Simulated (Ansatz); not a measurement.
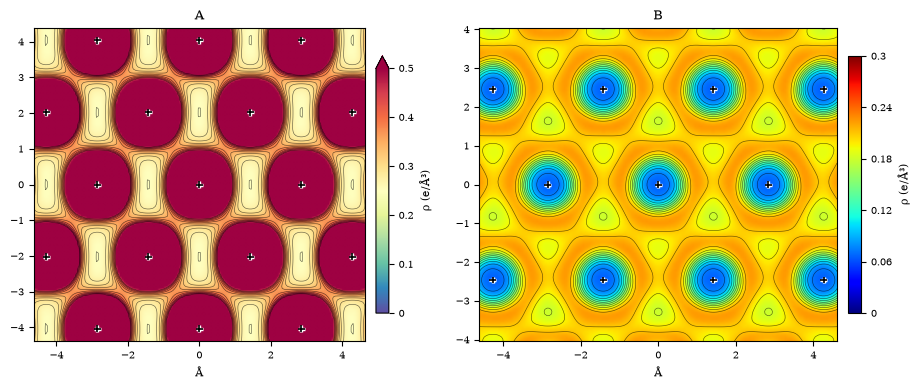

The valence electron density of 2 systems, each on a plane through atoms (crosses mark nuclei in the plane).

The calculation used DFT, BLYP, plane waves (420 eV) with PAW, scalar-relativistic (Ansatz 0.2.0).

System 1: Mn, the (011̄) plane of the conventional cell. Space group Im-3m; set up as Mn, bcc; a generated structure, not necessarily the stable one; changed on purpose from its base cell (volume × 1.04); computed pressure about −9 GPa in this cell; computed without spin polarisation.

```
Mn
1.0
     2.85698    0.00000    0.00000
     0.00000    2.85698    0.00000
     0.00000    0.00000    2.85698
Mn
2
Cartesian
  0.0000 0.0000 0.0000
  1.4285 1.4285 1.4285
```

System 2: Al, the (001) plane of the conventional cell. Space group P6₃/mmc; set up as Al, dhcp; a generated structure, not necessarily the stable one; changed on purpose from its base cell (volume × 0.96); computed pressure about 3 GPa in this cell.

Question: Which map belongs to which system?

Answer: Panel A is system 1, Mn: the plane holds Mn. Mn–Mn (2.47 Å): the density is about 0.37 e/Å³ at the midpoint. Panel B is system 2, Al: the plane holds Al. Al–Al (2.84 Å): the density is about 0.21 e/Å³ at the midpoint.
